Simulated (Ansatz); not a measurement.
# Ta: geometry relaxation (part 3 of 3)

Continued. System: Ta (slab, 16 atoms in the cell). Method: DFT PBE, scalar-relativistic, plane waves, PAW, no spin polarisation (Ansatz 0.2.0); cutoff 420 eV, 3×3×1 k-mesh, Gaussian smearing of 0.1 eV. The structure derives from an entry of the Crystallography Open Database. The input holds or restrains some coordinates. Forces given for the steps count only the free coordinates. It belongs to a series of runs on one base structure; here: clean slab, lower planes held.

Geometry of the input (Å; fractional positions):
```
5.9723  0.0000  0.0000
0.0000  5.9723  0.0000
0.0000  0.0000  22.3345
Ta 0.2500  0.2500  0.3582
Ta 0.2500  0.7500  0.3582
Ta 0.7500  0.2500  0.3582
Ta 0.7500  0.7500  0.3582
Ta 0.5000  0.5000  0.4527
Ta 0.5000  0.0000  0.4527
Ta 0.0000  0.5000  0.4527
Ta 0.0000  0.0000  0.4527
Ta 0.7500  0.7500  0.5473
Ta 0.7500  0.2500  0.5473
Ta 0.2500  0.7500  0.5473
Ta 0.2500  0.2500  0.5473
Ta 0.0000  0.0000  0.6418
Ta 0.0000  0.5000  0.6418
Ta 0.5000  0.0000  0.6418
Ta 0.5000  0.5000  0.6418
```

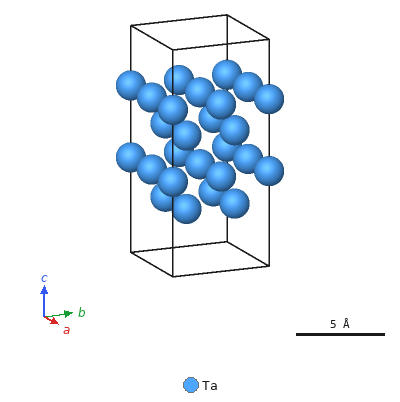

*The geometry at step 3 of the log (spheres-only view of the cell of the calculation, with the vacuum cut short, seen slightly off an axis).*

Output, continued
```
  k-point 1: bands = ["-63.8589", "-63.8570", "-63.8432", "-63.8405", "-63.8283", "-63.8251", "-63.8142", "-63.8109", "-63.5793", "-63.5634", "-63.5481", "-63.5339", "-63.5112", "-63.5017", "-63.4899", "-63.4756", "-30.6654", "-30.6238", "-30.6227", "-30.5911", "-30.5786", "-30.5705", "-30.5687", "-30.5586", "-30.5448", "-30.5296", "-30.5221", "-30.5082", "-30.5043", "-30.4928", "-30.3565", "-30.3473", "-30.2970", "-30.2381", "-30.2164", "-30.2070", "-30.2057", "-30.1876", "-30.1705", "-30.1055", "-30.0991", "-30.0967", "-30.0860", "-30.0567", "-30.0463", "-30.0419", "-30.0417", "-30.0196", "-30.0185", "-29.9520", "-29.9448", "-29.9133", "-29.9078", "-29.8861", "-29.8710", "-29.8707", "-29.8300", "-29.8077", "-29.8005", "-29.7930", "-29.7764", "-29.7632", "-29.7014", "-29.6887", "-2.7365", "-1.4983", "-1.1535", "-0.4564", "0.0118", "0.4202", "0.4274", "0.4722", "0.5104", "0.6005", "0.6079", "1.1428", "1.1586", "1.2447", "1.3257", "1.3266", "1.4933", "1.7241", "1.7295", "2.0369", "2.1401", "2.2383", "2.3799", "2.3980", "2.4496", "3.0802", "3.1105", "3.1423", "3.1694", "3.3893", "3.3936", "3.4589", "3.4922", "3.5326", "3.6842", "3.7911", "3.8879", "4.0050", "4.0593", "4.1988", "4.3914", "4.5509", "4.5659", "4.6137", "4.6438", "4.9520", "4.9640", "5.0216", "5.0316", "5.0477", "5.1092", "5.3191", "5.4814", "5.5080", "5.5504", "5.6798", "5.7013", "5.7685", "5.7691", "5.8921", "6.1970"]
  k-point 2: bands = ["-63.8513", "-63.8491", "-63.8360", "-63.8360", "-63.8331", "-63.8331", "-63.8215", "-63.8183", "-63.5716", "-63.5560", "-63.5560", "-63.5413", "-63.5058", "-63.4952", "-63.4952", "-63.4821", "-30.5584", "-30.5584", "-30.5396", "-30.5363", "-30.5286", "-30.5286", "-30.5051", "-30.5025", "-30.4880", "-30.4874", "-30.4874", "-30.4677", "-30.4677", "-30.4503", "-30.3956", "-30.3727", "-30.2965", "-30.2407", "-30.2238", "-30.2165", "-30.2165", "-30.2035", "-30.2018", "-30.1833", "-30.1833", "-30.1714", "-30.1714", "-30.1529", "-30.0592", "-30.0592", "-30.0462", "-30.0166", "-29.9863", "-29.9277", "-29.9188", "-29.9118", "-29.9022", "-29.9022", "-29.8808", "-29.8808", "-29.8701", "-29.8181", "-29.8181", "-29.8070", "-29.8070", "-29.7924", "-29.7881", "-29.7620", "-2.0876", "-0.8821", "-0.5989", "-0.5989", "0.1982", "0.1982", "0.2313", "0.6621", "1.0439", "1.1375", "1.1375", "1.1669", "1.3120", "1.6895", "1.8212", "1.9015", "1.9047", "1.9047", "2.0784", "2.0784", "2.1561", "2.2933", "2.4257", "2.5890", "2.8718", "2.8718", "2.8843", "2.8843", "2.9422", "2.9422", "3.1409", "3.1527", "3.2563", "3.5093", "3.5093", "3.5688", "3.7785", "3.7785", "3.9296", "4.1711", "4.3345", "4.3834", "4.5860", "4.5860", "4.5963", "4.5963", "4.6649", "4.7201", "4.7201", "4.7284", "4.7522", "4.7522", "5.3229", "5.5377", "5.5377", "5.5436", "5.6237", "5.6692", "5.7001", "5.7857", "5.9109"]
--- Relaxed structure (5 steps of the walk, 4 accepted, 0 SCFs on fresh bases) ---
  F+E_penalty+E_count = -158901.66937228 eV   max|allowed force component| = 3.236e-3 eV/Å
  atoms:
    - { symbol: Ta, position: [0.25, 0.25, 0.3581897802999999] }
    - { symbol: Ta, position: [0.25, 0.7500000000000001, 0.3581897802999999] }
    - { symbol: Ta, position: [0.7500000000000001, 0.25, 0.3581897802999999] }
    - { symbol: Ta, position: [0.7500000000000001, 0.7500000000000001, 0.3581897802999999] }
    - { symbol: Ta, position: [0.5, 0.5, 0.4527299267999999] }
    - { symbol: Ta, position: [0.5, 0.0, 0.4527299267999999] }
    - { symbol: Ta, position: [0.0, 0.5, 0.4527299267999999] }
    - { symbol: Ta, position: [0.0, 0.0, 0.4527299267999999] }
    - { symbol: Ta, position: [0.7500000000000001, 0.7500000000000001, 0.5526158704951625] }
    - { symbol: Ta, position: [0.7500000000000001, 0.25, 0.5526158704951625] }
    - { symbol: Ta, position: [0.25, 0.7500000000000001, 0.5526158704951625] }
    - { symbol: Ta, position: [0.25, 0.25, 0.5526158704951625] }
    - { symbol: Ta, position: [-1.0480591307723883e-34, 3.224797325453502e-35, 0.6429257184716641] }
    - { symbol: Ta, position: [-1.1689890304768946e-34, 0.5, 0.6429257184716641] }
    - { symbol: Ta, position: [0.5, -1.612398662726751e-35, 0.6429257184716641] }
    - { symbol: Ta, position: [0.5, 0.5, 0.6429257184716641] }
```

Trajectory as extended XYZ (Å, eV, eV/Å), 5 frames, from step=1 to step=5
```
16
Lattice="5.9723 0.0000 0.0000 0.0000 5.9723 0.0000 0.0000 0.0000 22.3345" Properties=species:S:1:pos:R:3:forces:R:3 step=1 energy=-158901.40973
Ta    1.4931    1.4931    8.0000    0.0000   0.0000   0.6206
Ta    1.4931    4.4792    8.0000    0.0000   0.0000   0.6206
Ta    4.4792    1.4931    8.0000    0.0000   0.0000   0.6206
Ta    4.4792    4.4792    8.0000    0.0000   0.0000   0.6206
Ta    2.9861    2.9861   10.1115    0.0000   0.0000  -1.1468
Ta    2.9861    0.0000   10.1115    0.0000   0.0000  -1.1468
Ta    0.0000    2.9861   10.1115    0.0000   0.0000  -1.1468
Ta    0.0000    0.0000   10.1115    0.0000   0.0000  -1.1468
Ta    4.4792    4.4792   12.2230    0.0000   0.0000   1.1468
Ta    4.4792    1.4931   12.2230    0.0000   0.0000   1.1468
Ta    1.4931    4.4792   12.2230    0.0000   0.0000   1.1468
Ta    1.4931    1.4931   12.2230    0.0000   0.0000   1.1468
Ta    0.0000    0.0000   14.3345    0.0000   0.0000  -0.6206
Ta    0.0000    2.9861   14.3345    0.0000   0.0000  -0.6206
Ta    2.9861    0.0000   14.3345    0.0000   0.0000  -0.6206
Ta    2.9861    2.9861   14.3345    0.0000   0.0000  -0.6206
16
Lattice="5.9723 0.0000 0.0000 0.0000 5.9723 0.0000 0.0000 0.0000 22.3345" Properties=species:S:1:pos:R:3:forces:R:3 step=2 energy=-158901.14295 accepted=F
Ta    1.4931    1.4931    8.0000    0.0000   0.0000   0.7086
Ta    1.4931    4.4792    8.0000    0.0000   0.0000   0.7086
Ta    4.4792    1.4931    8.0000    0.0000   0.0000   0.7086
Ta    4.4792    4.4792    8.0000    0.0000   0.0000   0.7086
Ta    2.9861    2.9861   10.1115    0.0000   0.0000  -0.2727
Ta    2.9861    0.0000   10.1115    0.0000   0.0000  -0.2727
Ta    0.0000    2.9861   10.1115    0.0000   0.0000  -0.2727
Ta    0.0000    0.0000   10.1115    0.0000   0.0000  -0.2727
Ta    4.4792    4.4792   12.4178    0.0000   0.0000  -1.9057
Ta    4.4792    1.4931   12.4178    0.0000   0.0000  -1.9057
Ta    1.4931    4.4792   12.4178    0.0000   0.0000  -1.9057
Ta    1.4931    1.4931   12.4178    0.0000   0.0000  -1.9057
Ta    0.0000    0.0000   14.2775    0.0000   0.0000   1.4687
Ta    0.0000    2.9861   14.2775    0.0000   0.0000   1.4687
Ta    2.9861    0.0000   14.2775    0.0000   0.0000   1.4687
Ta    2.9861    2.9861   14.2775    0.0000   0.0000   1.4687
16
Lattice="5.9723 0.0000 0.0000 0.0000 5.9723 0.0000 0.0000 0.0000 22.3345" Properties=species:S:1:pos:R:3:forces:R:3 step=3 energy=-158901.66175
Ta    1.4931    1.4931    8.0000    0.0000   0.0000   0.6810
Ta    1.4931    4.4792    8.0000    0.0000   0.0000   0.6810
Ta    4.4792    1.4931    8.0000    0.0000   0.0000   0.6810
Ta    4.4792    4.4792    8.0000    0.0000   0.0000   0.6810
Ta    2.9861    2.9861   10.1115    0.0000   0.0000  -0.7961
Ta    2.9861    0.0000   10.1115    0.0000   0.0000  -0.7961
Ta    0.0000    2.9861   10.1115    0.0000   0.0000  -0.7961
Ta    0.0000    0.0000   10.1115    0.0000   0.0000  -0.7961
Ta    4.4792    4.4792   12.3171    0.0000   0.0000   0.2091
Ta    4.4792    1.4931   12.3171    0.0000   0.0000   0.2091
Ta    1.4931    4.4792   12.3171    0.0000   0.0000   0.2091
Ta    1.4931    1.4931   12.3171    0.0000   0.0000   0.2091
Ta    0.0000    0.0000   14.3447    0.0000   0.0000  -0.0940
Ta    0.0000    2.9861   14.3447    0.0000   0.0000  -0.0940
Ta    2.9861    0.0000   14.3447    0.0000   0.0000  -0.0940
Ta    2.9861    2.9861   14.3447    0.0000   0.0000  -0.0940
16
Lattice="5.9723 0.0000 0.0000 0.0000 5.9723 0.0000 0.0000 0.0000 22.3345" Properties=species:S:1:pos:R:3:forces:R:3 step=4 energy=-158901.66833
Ta    1.4931    1.4931    8.0000    0.0000   0.0000   0.6870
Ta    1.4931    4.4792    8.0000    0.0000   0.0000   0.6870
Ta    4.4792    1.4931    8.0000    0.0000   0.0000   0.6870
Ta    4.4792    4.4792    8.0000    0.0000   0.0000   0.6870
Ta    2.9861    2.9861   10.1115    0.0000   0.0000  -0.6381
Ta    2.9861    0.0000   10.1115    0.0000   0.0000  -0.6381
Ta    0.0000    2.9861   10.1115    0.0000   0.0000  -0.6381
Ta    0.0000    0.0000   10.1115    0.0000   0.0000  -0.6381
Ta    4.4792    4.4792   12.3514    0.0000   0.0000  -0.0355
Ta    4.4792    1.4931   12.3514    0.0000   0.0000  -0.0355
Ta    1.4931    4.4792   12.3514    0.0000   0.0000  -0.0355
Ta    1.4931    1.4931   12.3514    0.0000   0.0000  -0.0355
Ta    0.0000    0.0000   14.3700    0.0000   0.0000  -0.0133
Ta    0.0000    2.9861   14.3700    0.0000   0.0000  -0.0133
Ta    2.9861    0.0000   14.3700    0.0000   0.0000  -0.0133
Ta    2.9861    2.9861   14.3700    0.0000   0.0000  -0.0133
16
Lattice="5.9723 0.0000 0.0000 0.0000 5.9723 0.0000 0.0000 0.0000 22.3345" Properties=species:S:1:pos:R:3:forces:R:3 step=5 energy=-158901.66937
Ta    1.4931    1.4931    8.0000    0.0000   0.0000   0.6865
Ta    1.4931    4.4792    8.0000    0.0000   0.0000   0.6865
Ta    4.4792    1.4931    8.0000    0.0000   0.0000   0.6865
Ta    4.4792    4.4792    8.0000    0.0000   0.0000   0.6865
Ta    2.9861    2.9861   10.1115    0.0000   0.0000  -0.6805
Ta    2.9861    0.0000   10.1115    0.0000   0.0000  -0.6805
Ta    0.0000    2.9861   10.1115    0.0000   0.0000  -0.6805
Ta    0.0000    0.0000   10.1115    0.0000   0.0000  -0.6805
Ta    4.4792    4.4792   12.3424    0.0000   0.0000  -0.0032
Ta    4.4792    1.4931   12.3424    0.0000   0.0000  -0.0032
Ta    1.4931    4.4792   12.3424    0.0000   0.0000  -0.0032
Ta    1.4931    1.4931   12.3424    0.0000   0.0000  -0.0032
Ta    0.0000    0.0000   14.3594    0.0000   0.0000  -0.0028
Ta    0.0000    2.9861   14.3594    0.0000   0.0000  -0.0028
Ta    2.9861    0.0000   14.3594    0.0000   0.0000  -0.0028
Ta    2.9861    2.9861   14.3594    0.0000   0.0000  -0.0028
```

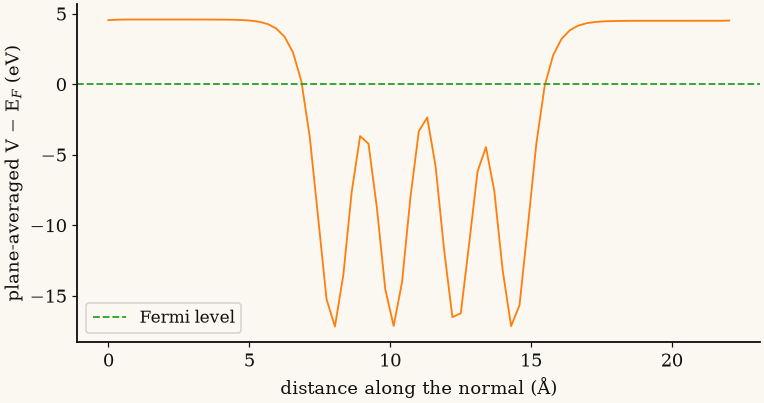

*Plane average of the electrostatic potential energy of an electron across the cell, from the Fermi level.*

The vacuum level lies 4.49 eV above the Fermi level on the upper side and 4.58 eV on the lower.

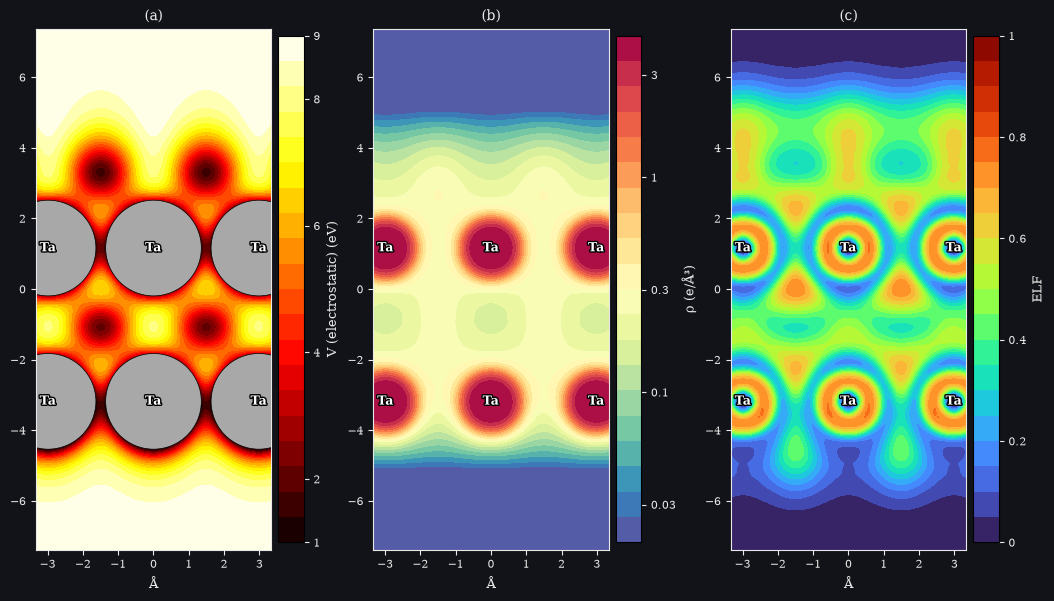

*(a) electrostatic potential energy of an electron; (b) valence charge density (pseudo); (c) electron localisation function on the (100) plane of the calculation cell, a cut from vacuum to vacuum. Grey discs, where drawn, cover atomic cores.*

The density dies away to nearly zero in the vacuum. The strong features right at Ta lie inside the PAW spheres (semicore, d or f shells) and say nothing about bonding. In a PAW calculation such maps are meaningful between the atoms, not at the nuclei.

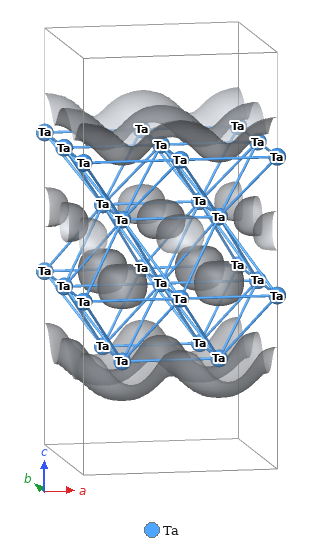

*Isosurface of the valence electron density at 0.2 e/Å³ (grey), seen slightly off an axis. Sticks mark near contacts.*

At this value the density is joined into sheets; it holds about 95 % of the electrons treated as valence (semicore included). On the grid the lowest density along these lines, outside the cores, is 0.29 e/Å³ (Ta–Ta, 2.92 Å), 0.27 e/Å³ (Ta–Ta, 2.99 Å) and 0.24 e/Å³ (Ta–Ta, 3.07 Å).
